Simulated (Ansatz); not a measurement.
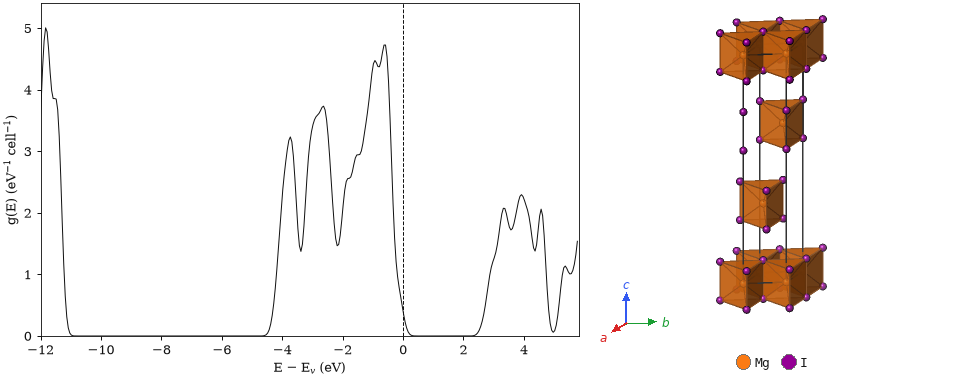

Density of states, beside the structure. Energies are counted from the top of the valence band. The curve is built from the levels of the k mesh with Gaussians 0.3 eV wide, which also blur the band edges.

System: MgI₂, space group R3m, 3 atoms in the cell, 3R (MoS2) bulk type, epitaxial (xy) strain −1.5%.

```yaml
crystal:
  lattice:
    - [1.99707, 1.15301, 7.28108]
    - [-1.99707, 1.15301, 7.28108]
    - [0.00000, -2.30601, 7.28108]
  atoms:
    - { symbol: Mg, position: [0.99999, 0.99999, 0.99999] }
    - { symbol: I, position: [0.41792, 0.41792, 0.41792] }
    - { symbol: I, position: [0.24876, 0.24876, 0.24876] }
```

Method: DFT, PBE, plane waves, PAW, no spin polarisation, 8×8×8 k mesh, 420 eV cutoff (Ansatz 0.2.0).

### Metal or insulator, going by the density of states?

There is a gap; over the k points computed it is 2.65 eV (indirect; the smallest direct gap is 2.93 eV).

### How wide is the upper valence band?

The upper group of valence states starts about 4.3 eV under the valence-band top, with a gap beneath it; it holds about 12 electrons a cell.

Spin-orbit coupling is left out, which matters for I.
